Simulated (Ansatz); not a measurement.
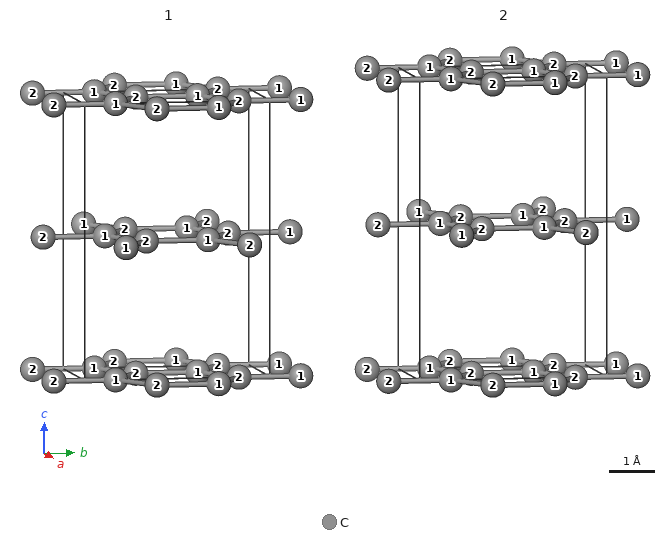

Two geometries of crystalline C (set up in Fmmm), drawn at one scale. One is the start of a relaxation, the other its converged end. Style: ball-and-stick. Shown: the conventional cell (4 times the calculation's cell), slightly off an axis. Lengths and directions refer to the drawn axes.

Computed with DFT LDA+D3(BJ), scalar-relativistic, plane waves, PAW in Ansatz 0.2.0. Set-up: plane-wave cutoff 420 eV; k-point mesh 18 × 18 × 18; occupations gaussian; smearing width 0.02 eV; no spin polarisation; cell and atoms relaxed; force threshold 0.001 eV/Å; at most 60 steps.

Q: Which geometry has the lower energy?

A: Structure 1 is the relaxed one. Case: relaxed under LDA. No atom moves by more than 0.005 Å relative to the cell. Cell: a 2.466 → 2.447 Å (−0.8 %), b 4.268 → 4.232 Å (−0.8 %), c 6.793 → 6.231 Å (−8.3 %). Volume −9.7 %. Near-neighbour distances that change, for instance: C1–C2 1.423 → 1.411 Å. The space group stays Fmmm (No. 69). Over 9 accepted moves (13 points after the start) the energy falls by 29.4 meV per cell of the calculation. The largest force component goes from 0.0022 to under 0.0001 eV/Å. The pressure goes from −8.17 to 0.00 GPa. At 4 points the geometry stayed and the basis and grid were re-selected for the new cell (energy shift of 4.4 meV per cell of the calculation at most each time). The run took 89 s on 1 thread of AMD EPYC 7R43 64-Core Processor (Zen 3), with other jobs on the host, peak memory 0.5 GiB.
